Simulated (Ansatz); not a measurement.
```yaml
crystal:
  lattice:
    - [3.83132, 0.00000, 0.00000]
    - [-1.91566, 3.31802, 0.00000]
    - [0.00000, 0.00000, 6.33262]
  atoms:
    - { symbol: Si, position: [0.66667, 0.33333, 0.93699] }
    - { symbol: Si, position: [0.33333, 0.66667, 0.43699] }
    - { symbol: Si, position: [0.66667, 0.33333, 0.56301] }
    - { symbol: Si, position: [0.33333, 0.66667, 0.06301] }
```

Space group P6₃/mmc; a structure from a database of computed crystals, not necessarily the ambient phase.

Method: Kohn-Sham DFT of a periodic cell, HSE06 form with a typed share of exact exchange, Ansatz PAW in Ansatz 0.2.0.

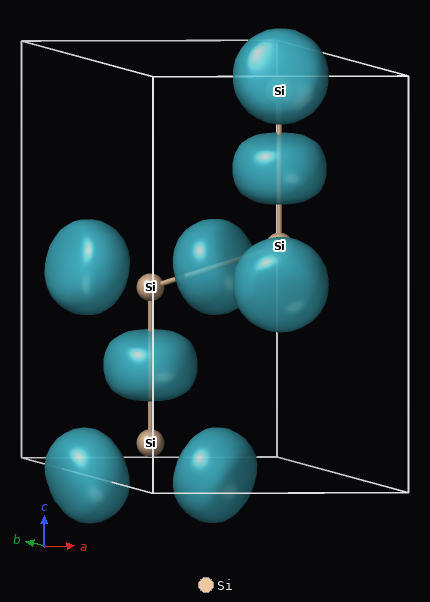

Si. Isosurface of the ELF at 0.8 (cyan), seen at an oblique angle. Only the valence region is drawn (cores and ρ < 0.01 e/Å³ removed). Sticks mark near contacts.

Core electrons are frozen (PAW), and the valence fields are smoothed inside the atomic spheres.

### Where are the electrons localised?

At this value the surface marks out eight regions between bonded Si–Si atoms (shared pairs), counted in one cell of 4 atoms. Any copies at cell faces, edges or corners count once. Profiles from the grid: Si–Si (2.35 Å): the ELF peaks at about 0.95 between the atoms; localised, covalent bonding.

### Does the calculation give a band gap?

It is gapped, with a Kohn–Sham gap of 1.1 eV on the k-point mesh, an upper bound to the gap of this method.
